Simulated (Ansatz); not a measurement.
The calculation's input:

```
crystal:
  lattice:
    - [3.9969678639, 0.0, 0.0]
    - [-1.9984839319, 3.4614757082, 0.0]
    - [0.0, 0.0, 27.7245268541]
  atoms:
    - { symbol: Ge, position: [0.3333333333, 0.6666666667, 0.3065877389] }
    - { symbol: Ge, position: [0.6666666667, 0.3333333333, 0.3365243779] }
    - { symbol: Ge, position: [0.6666666667, 0.3333333333, 0.4255503666] }
    - { symbol: Ge, position: [0.3333333333, 0.6666666667, 0.4554870057] }
    - { symbol: Ge, position: [0.3333333333, 0.6666666667, 0.5445129943] }
    - { symbol: Ge, position: [0.6666666667, 0.3333333333, 0.5744496334] }
    - { symbol: Ge, position: [0.6666666667, 0.3333333333, 0.6634756221] }
    - { symbol: Ge, position: [0.3333333333, 0.6666666667, 0.6934122611] }
basis:
  ecutwfc: 420
kpoints:
  mp_grid: { grid: [9, 9, 1] }
hamiltonian:
  xc: pbesol
scf:
  occupations: { method: gaussian, width: 0.1 }
output:
  forces: true
  eigenvalues: true
  write_density: true
  write_potential: true
  elf: true
  volumetric_format: npy
relax:
  adjacent_minimum: "off"
  f_tol: 0.03
  max_steps: 70
  constraints: [{ sites: [0, 1, 2, 3] }]
efield:
  axis: 3
  dipole_correction: true
  ramp_width: 0.04
```

Command:

```sh
ansatz run input.yaml --threads 2 --pin off --max-ram 5120MiB --backend cpu --events-out ev --progress --plain --runs-dir out
```

The fields are those of the relaxed geometry.

Theory: Ansatz 0.2.0, DFT PBEsol, scalar-relativistic, plane waves, PAW.

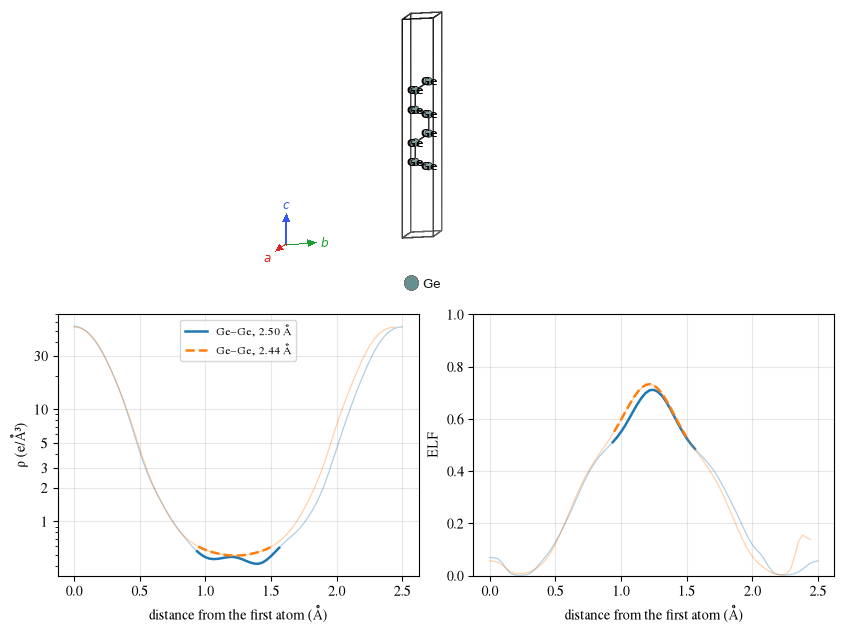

Ge (slab). Valence charge density (pseudo) and ELF along straight lines between neighbouring atoms. Thin, pale parts lie inside the atomic spheres. The structure is drawn too.

The density is the valence pseudo-density of a PAW calculation; it isn't the true density close to the nuclei.

> What can be read from the curves?

Ge–Ge (2.50 Å): the density is about 0.47 e/Å³ at the midpoint, with its minimum of 0.42 e/Å³ about 1.4 Å from Ge; the ELF peaks at about 0.70 between the atoms.
Ge–Ge (2.44 Å): ρ is about 0.5 e/Å³ halfway; the ELF peaks at about 0.75 between the atoms.
